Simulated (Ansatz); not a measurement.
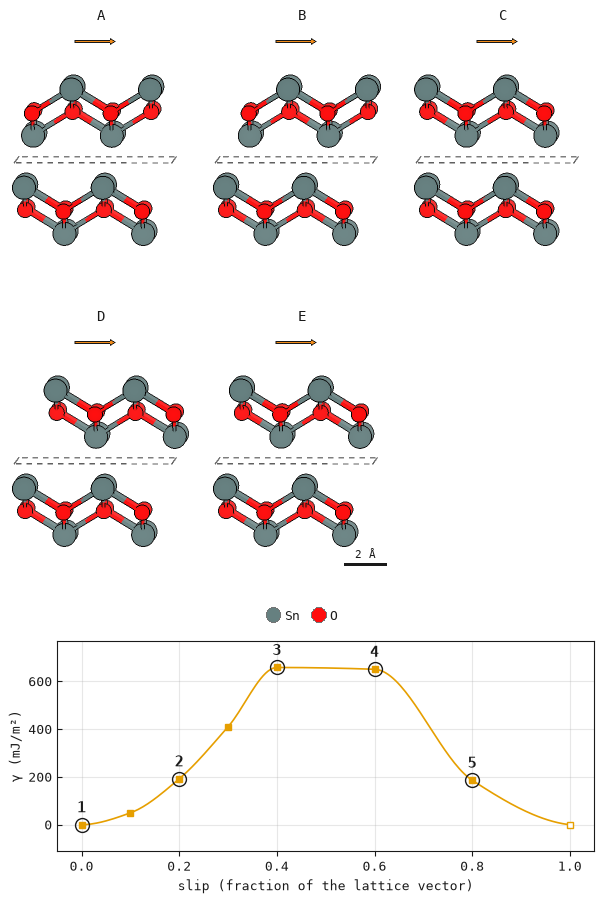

Energy scan for a crystal of SnO (Cmce), in which the crystal above a cut along the (0 0 1) plane of the conventional cell (between a plane of Sn below and one of Sn above, 2.44 Å apart) is slid rigidly by fractions of an in-plane lattice vector 3.80 Å long (a generalised stacking fault). One cut stands in each cell, which starts 9.5 Å high; nothing is relaxed, and the dashed outline marks the cut, the arrow on top the direction of slip. The frames are shuffled; the numbered points of the plot belong to them. Hollow markers are points alike by symmetry, not computed again. A ball-and-stick model of the layers on both sides of the cut, seen from the side, nearly along the cut plane.

Computed with Ansatz, DFT PBEsol, scalar-relativistic, plane waves, PAW. (plane-wave cutoff 420 eV; k-point mesh 10 × 10 × 4; occupations gaussian; smearing width 0.15 eV; no spin polarisation). Energies (free energies at the smearing named) are counted from the relaxed crystal.

Which frame belongs to which numbered point?

Point 1 is frame C (the slip 0.00, 0 mJ/m²); 2 is frame E (the slip 0.20, 192 mJ/m²); 3 is frame D (the slip 0.40, 658 mJ/m²); 4 is frame A (the slip 0.60, 651 mJ/m²); 5 is frame B (the slip 0.80, 186 mJ/m²). The curve starts and ends at zero, since a full lattice vector restores the crystal. Its highest computed point is 658 mJ/m² at slip 0.40. The points are too sparse to place its extrema closely. Relaxation across the fault would lower the values.

Limits of the set-up: layers or molecules are held without a dispersion correction, so their spacing is unreliable.
